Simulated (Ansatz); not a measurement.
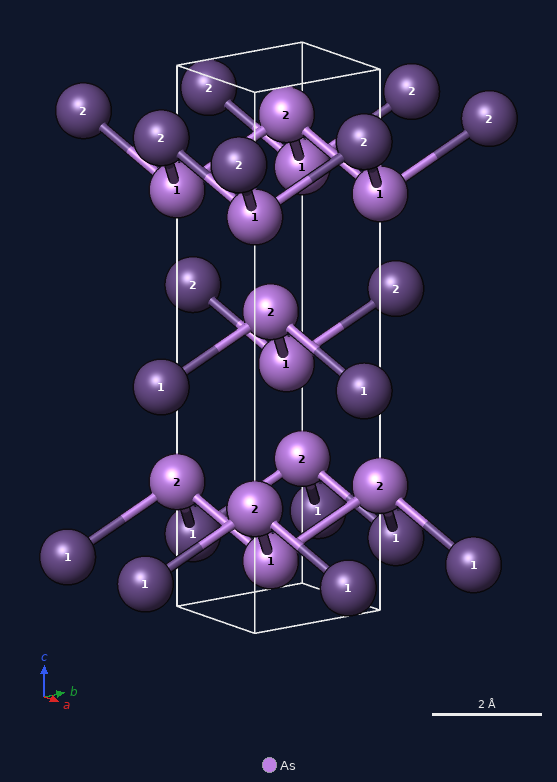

**Figure 1.** The input geometry (ball-and-stick view of the cell 3 times as large as that of the calculation, set on its symmetry axes, seen slightly off an axis; neighbours outside the cell are drawn fainter; atoms are numbered from 1 in the order of the input). An atom can appear more than once, as a periodic image. Near neighbours in the periodic cell (some may lie outside the picture): As has 3 As at 2.53 Å.

# Run report: As, band-structure calculation

The run: band-structure calculation of As (R-3m, 2 atoms in the cell). Method and program: DFT PBE+D3(BJ), scalar-relativistic, plane waves, PAW, no spin polarisation (Ansatz 0.2.0).

The structure derives from an entry of the Crystallography Open Database. Figures and captions count atoms from 1; the log counts them from 0 in places.

## Input file
```yaml
crystal:
  lattice:
    - [1.8920118308, 1.0923535398, 3.3664615696]
    - [-1.8920118308, 1.0923535398, 3.3664615696]
    - [0.0, -2.1847070796, 3.3664615696]
  atoms:
    - { symbol: As, position: [0.7696809754, 0.7696809754, 0.7696809754] }
    - { symbol: As, position: [0.2303190246, 0.2303190246, 0.2303190246] }
basis:
  ecutwfc: 420
kpoints:
  mp_grid: { grid: [12, 12, 12] }
  band_path:
    path:
      - [[0.0, 0.0, 0.0], [0.5, 0.5, 0.5], [0.76314129, 0.23685871, 0.5]]
      - [[0.5, -0.23685871, 0.23685871], [0.5, 0.0, 0.0], [0.0, 0.0, 0.0], [0.36842935, -0.36842935, 0.0]]
      - [[0.63157065, 0.0, 0.36842935], [0.5, 0.0, 0.5], [0.0, 0.0, 0.0]]
    npoints: 14
hamiltonian:
  xc: pbe
  dispersion: d3bj
scf:
  occupations: { method: gaussian, width: 0.1 }
  n_extra_bands: 6
output:
  forces: true
  stress: true
  eigenvalues: true
  populations: true
  dos: { projected: true, de: 0.02, nscf_kmesh: { grid: [18, 18, 18] } }
  bader: true
  write_density: true
  write_potential: true
  elf: true
  volumetric_format: npy
```

Launch command:
```bash
ansatz run input.yaml --threads 1 --pin off --max-ram 2560MiB --backend cpu --events-out ev --progress --plain --runs-dir out
```

## Output
```
scf.n_extra_bands = 6 over 15 filled bands (N_el = 30.0): the run solves 21 bands
Engine: ansatz 0.2.0, aarch64-unknown-linux-gnu
Pseudopotentials: kind: paw
Pseudopotential: As, paw, valence charge 15, recommended cutoff 420 eV (normal), As.paw.azcp
Functional definition: PBE
  parameter kappa = 0.804
  parameter beta = 0.06672455060314922
  exchange = pbe_x(kappa = kappa, mu = beta*pi^2/3)
  correlation = pbe_c(beta = beta)
Crystal: 2 atoms, lattice volume = 41.746 Å³
Basis set: ecut = 420 eV, 821 PW (Γ), exchange–correlation on 54×54×54 points (8 copies of the dense FFT grid, shifted against one another)
Bands: 21, of which v1, the nominal top of the filled ones, is band 15 counted from 1 (14 counted from 0)
Symmetry: 12 space group operations
Space group: R-3m (ITA 166), of the structure as read, at distance tolerance 3.5e-5 Å
k-points: 189 of 1728
Non-local potential: As, projectors of the file, l = 0: 2, l = 1: 2, l = 2: 3, l = 3: 1
PAW form: soft (Blöchl's): semilocal exchange-correlation on the pseudo side does not see the compensation charge
PAW one-centre angular grid: As, 590 points (default); XC on 64 Gauss nodes
Initial density: superposition of atomic densities (neutral atoms: chi_scale 0, normalization atom), corrected by the library's trained network
Initial wavefunctions: pseudopotential atomic-orbital guess
Functional: x = pbe(κ = 0.804, μ = 0.2195149727645171), c = pbe(β = 0.06672455060314922)
SCF iter   1: F=—  HF=-9713.109079 eV  |F-HF|=—  |Δ(HF+E_count)|=         —  Δρ=1.60e-3  dr2=9.80e-4  ethr=1.77e-3  ⟨swp⟩=5.4  Hψ=18732  notcnv=0
preconditioner: auto → Kerker (q_TF=auto, 2.582 Å⁻¹)  [metal: Δε(μ)=0.069 eV  Ē_g=12.300 eV  σ=0.100 eV  W_gap=0.34  n_scr=14 (ndim 8)  ℏωp=18.2 eV  f_vac=0.004  D(μ)=0.10/eV (n_scr^D=0)]
SCF iter   2: F=—  HF=-9713.108891 eV  |F-HF|=—  |Δ(HF+E_count)|=   1.88e-4  Δρ=9.59e-4  dr2=3.31e-4  ethr=3.27e-6  ⟨swp⟩=2.3  Hψ=8405  notcnv=0  defer=3
SCF iter   3: F=—  HF=-9713.108994 eV  |F-HF|=—  |Δ(HF+E_count)|=   1.03e-4  Δρ=2.72e-4  dr2=3.78e-5  ethr=1.10e-6  ⟨swp⟩=2.0  Hψ=6486  notcnv=0  defer=3
SCF iter   4: F=—  HF=-9713.108969 eV  |F-HF|=—  |Δ(HF+E_count)|=   2.46e-5  Δρ=1.22e-4  dr2=7.38e-6  ethr=1.26e-7  ⟨swp⟩=2.0  Hψ=6487  notcnv=0  defer=3
SCF iter   5: F=—  HF=-9713.108968 eV  |F-HF|=—  |Δ(HF+E_count)|=   1.43e-6  Δρ=4.13e-5  dr2=9.15e-7  ethr=2.46e-8  ⟨swp⟩=2.0  Hψ=6487  notcnv=0  defer=3
SCF iter   6: F=—  HF=-9713.108967 eV  |F-HF|=—  |Δ(HF+E_count)|=   8.08e-7  Δρ=1.68e-5  dr2=1.67e-7  ethr=3.05e-9  ⟨swp⟩=2.0  Hψ=6486  notcnv=0  defer=3
SCF iter   7: F=-9713.108967 eV  HF=-9713.108967 eV  |F-HF|=6.96e-9  |Δ(HF+E_count)|=   3.44e-8  Δρ=4.48e-6  dr2=1.15e-8  ethr=3.33e-10  ⟨swp⟩=10.2  Hψ=24047  notcnv=0
SCF 1 converged in 7 iterations: F = -9713.108967 eV  dr2 = 1.15e-8
  greatest PAW one-centre occupation: 0.999 electrons in one spin orbital (limit 2), on the As atom at site 1 (counted from 0), in its partial waves of l = 2
```

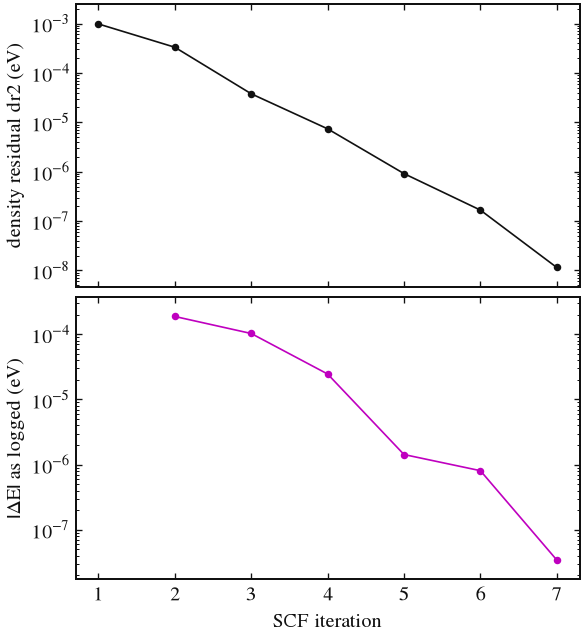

**Figure 2.** Convergence of the self-consistent field: density residual dr2 and size of the energy change against the SCF iteration. The residual falls at every step.

```
NSCF: frozen V_eff on 101 k-points
NSCF: frozen V_eff on 580 k-points
SCF converged after 7 iterations
Free energy (F): -9713.108967 eV
Harris-Foulkes:  -9713.108967 eV  (|F-HF|=6.96e-9)
Internal energy: -9713.108478 eV  (E = F + TS)
E sigma→0 (E₀):  -9713.108723 eV
Entropy (-TS):   -0.000489 eV (-0.244 meV/atom)
Fermi energy:    11.214691 eV
--- Per-component energies (eV) ---
  E_band       = -453.490463
  E_kinetic    = 205.493924
  E_local      = -3251.873593  (includes V_loc(G=0)·N_el)
  E_nonlocal   = -1341.363723
  E_hartree    = 1813.621576
  E_xc         = -158.823259
  E_vxc        = -158.932890  (∫ρ·V_xc dr)
  E_paw        = -3669.204873  (= ΣΔE_a)
  E_vpaw       = 465.939270  (= ΣTr[D̂ρ^β])
  E_aug_tail   = 0.000015  (compensation charges beyond the density's cutoff)
  E_ewald      = -3310.091282
  E_disp       = -0.867264  (pairwise vdW)
  E_smearing   = -0.000489  (= −TS)
  E_closure    = 0.000000  (closes the sum)
  Σ components = -9713.108967   (vs F -9713.108967, Δ=0.00e0)
--- Forces (eV/Å), atoms counted from 1 ---
  atom   1  As    -0.00000000     0.00000000    -0.00230616
  atom   2  As     0.00000000    -0.00000000     0.00230616
  max |Σ_I F_I| component: 2.31e-18 eV/Å
--- Stress (GPa, compression-positive) ---
        0.005197       0.000000      -0.000000
        0.000000       0.005197      -0.000000
       -0.000000      -0.000000       0.009409
  P = ⅓ Tr σ = 0.0066 GPa (0.066 kbar)
--- Band table (eV; the first three rows and the last of 189) ---
  k-point 0: bands = ["-25.1050", "-25.1050", "-25.0609", "-25.0609", "-25.0331", "-24.9951", "-24.9951", "-24.9833", "-24.9495", "-24.9495", "-3.9225", "5.6280", "8.8298", "9.1336", "9.1336", "13.3445", "14.3487", "14.3487", "17.7427", "17.7427", "18.1308"]
  k-point 1: bands = ["-25.1039", "-25.1029", "-25.0601", "-25.0594", "-25.0324", "-24.9960", "-24.9954", "-24.9846", "-24.9514", "-24.9509", "-3.8283", "5.2312", "8.8559", "9.0877", "9.2207", "13.4153", "14.1307", "14.1908", "17.2533", "17.6803", "17.7660"]
  k-point 2: bands = ["-25.1006", "-25.0969", "-25.0579", "-25.0554", "-25.0304", "-24.9989", "-24.9966", "-24.9882", "-24.9566", "-24.9547", "-3.5473", "4.2722", "8.7905", "8.9736", "9.5199", "13.2411", "13.6616", "13.7306", "16.9014", "17.6137", "17.9749"]
  k-point 188: bands = ["-25.0856", "-25.0856", "-25.0532", "-25.0532", "-25.0250", "-24.9993", "-24.9993", "-24.9904", "-24.9716", "-24.9716", "-2.2347", "0.8312", "9.4958", "9.4958", "10.5887", "11.5913", "11.5913", "12.7709", "19.7444", "22.0930", "22.0930"]
--- Löwdin populations: 2 sites ---
  site symbol       q [e]
     0     As     14.9621
     1     As     14.9621
  spilling = 0.002525 (of n_electrons = 30.000000)
--- Bader charges: 2 sites ---
  site symbol  charge [e]  shift [e]
     0     As      0.0000     0.0000
     1     As      0.0000     0.0000
  estimated error of the sums over rays = 2.4e-4 e
```

## File bader_charges.tsv
```
# site	symbol	x_ang	y_ang	z_ang	partial_charge_e	electrons	volume_ang3	relative_density_drop	shared_charge_e	partial_wave_shift_e
# quadrature_error_electrons = 2.4e-4
0	As	0.0000	0.0000	7.7733	0.00000	33.00000	20.87	-	0.00000	0.00000
1	As	0.0000	0.0000	2.3261	0.00000	33.00000	20.87	-	0.00000	0.00000
```

## File populations.tsv
```
# site	symbol	l	j	q
# orbitals = lowdin
# n_electrons = 30.000000
# spilling = 0.002525
0	As	0_4S	-	1.788183
0	As	1_4P	-	3.174970
0	As	2_3D	-	9.998972
1	As	0_4S	-	1.788183
1	As	1_4P	-	3.174970
1	As	2_3D	-	9.998972
```

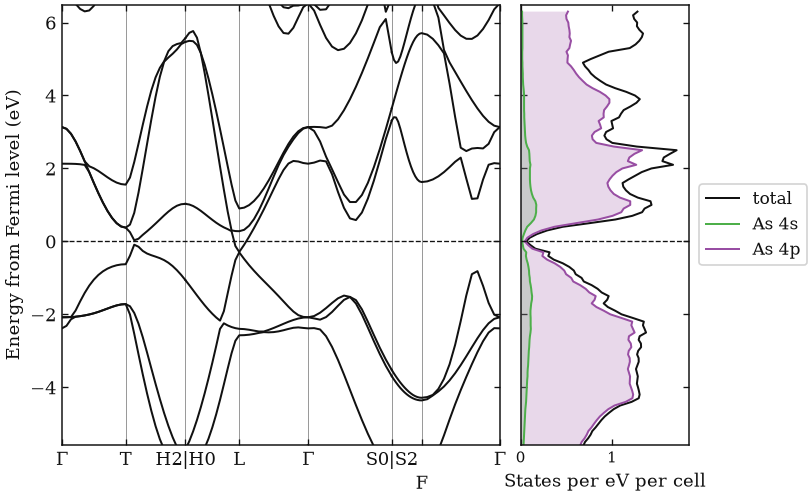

**Figure 3.** Band structure along Γ–T–H2|H0–L–Γ–S0|S2–F–Γ and density of states (projected on Löwdin-orthogonalised atomic shells), with energies from the Fermi level. Bands cross the Fermi level: a metal at this level of theory.

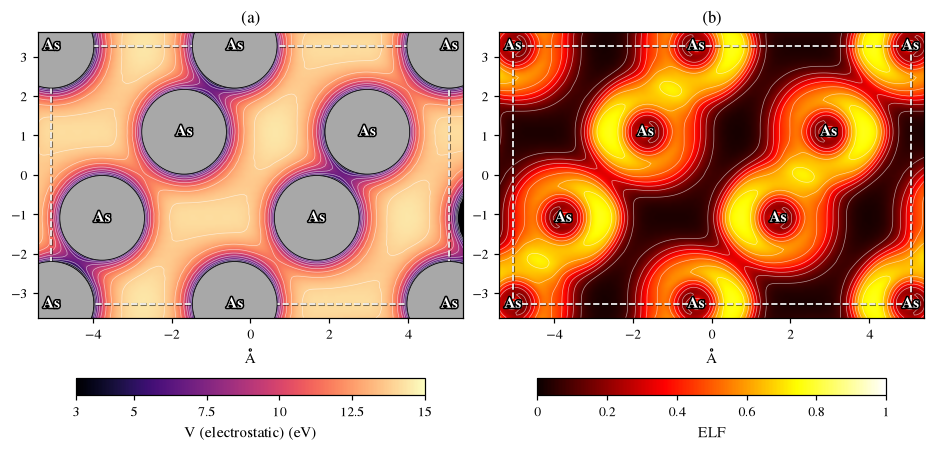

**Figure 4.** (a) electrostatic potential (local pseudopotential plus Hartree) felt by an electron; (b) ELF on the (110) plane of the conventional cell. Grey discs, where drawn, cover atomic cores. The section cuts through As sites. As–As (2.53 Å): the ELF peaks at about 0.75 between the atoms, which marks a covalent bond. Outside the cores the potential energy rises away from the atoms and is highest about 2.3 Å from the nearest atoms; outside the discs it spans about 11 eV, and its zero is arbitrary. Core electrons are frozen (PAW), so the fields are smoothed inside the atomic spheres.

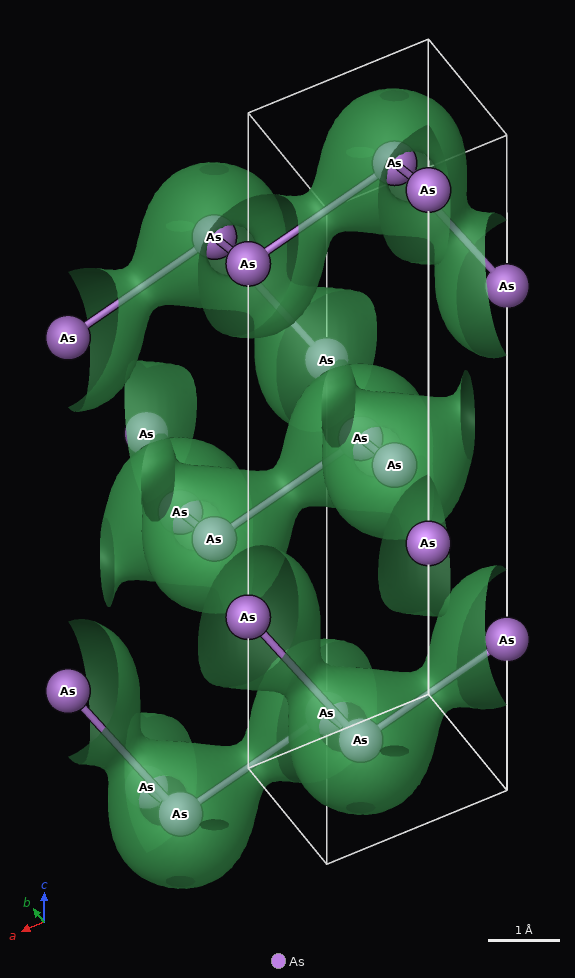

**Figure 5.** Isosurface of the valence pseudo-density at 0.4 e/Å³ (green), seen at an oblique angle. Sticks mark near contacts. The outline is the cell set on symmetry axes. At this value the density is joined into sheets; it holds about 85 % of the electrons treated as valence. On the grid the lowest density along these lines, outside the cores, is 0.49 e/Å³ (As–As, 2.53 Å).

## Key numbers

```csv
quantity,value
outcome,converged
space group (tolerance 0.01 Å),R-3m (166)
electrons treated,30
free energy,−9713.1090 eV
Fermi energy,11.215 eV
gap on the k-point mesh,none (metallic)
pressure,0.01 GPa
largest force (length of the vector),0.002 eV/Å
hardware,"1 thread of Arm Neoverse V2, 24 GiB of memory available, shared host"
wall time,37 s
peak memory,0.52 GiB
```
